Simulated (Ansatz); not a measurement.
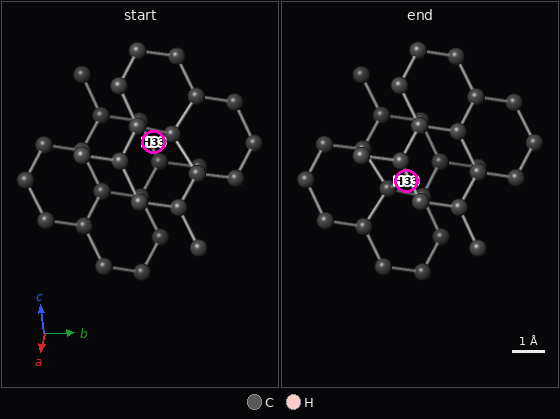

The two relaxed end points of a path for a defect cell of composition HC$_{32}$ (33 atoms in the cell). A ball-and-stick model of the atoms within 3.8 Å of the middle of the path, seen from a free direction. The moving atom is ringed, with any periodic copies. Bonds to atoms that aren't drawn are left out.

Level of theory: Ansatz 0.2.0, DFT PBE+D3(BJ), scalar-relativistic, plane waves, PAW.

Set-up: plane-wave cutoff 420 eV; k-point mesh 2 × 2 × 2; Gaussian smearing 0.02 eV; spin collinear; 5 movable images; climbing image.

What barrier does the band find between them, and by what path?

Answer. The two ends have the same energy, and the highest point, image 3, lies 1.00 eV above the start. The H atom travels furthest, 1.52 Å from end to end, along [1 −1 −1], on a path that bends up to 0.10 Å away from the straight line. At the highest image its nearest neighbour (C) is 1.58 Å away, against 1.12 Å at the start, and the surrounding atoms stand up to 0.17 Å off the mean of their end positions. Breaking: C–H (1.12 → 2.44 Å). Forming: C–H (2.44 → 1.12 Å). The band is converged.

Energies of the converged images:

| image | path (Å) | E (eV) |
| --- | --- | --- |
| 0 | 0.00 | 0.000 |
| 1 | 0.33 | 0.076 |
| 2 | 0.66 | 0.446 |
| 3 | 0.99 | 1.002 |
| 4 | 1.32 | 0.446 |
| 5 | 1.65 | 0.076 |
| 6 | 1.99 | 0.000 |

The geometry at the top of the path:

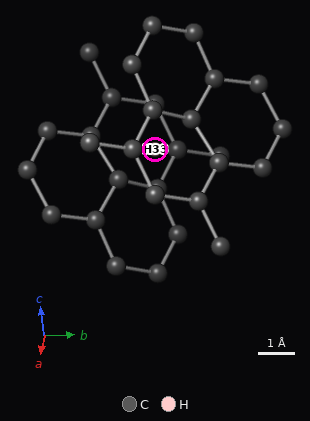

Limits of the set-up: the k-point mesh is coarse for a cell with partly filled bands; the periodic images lie only 6.6 Å apart, so the values are limited by the cell's size.
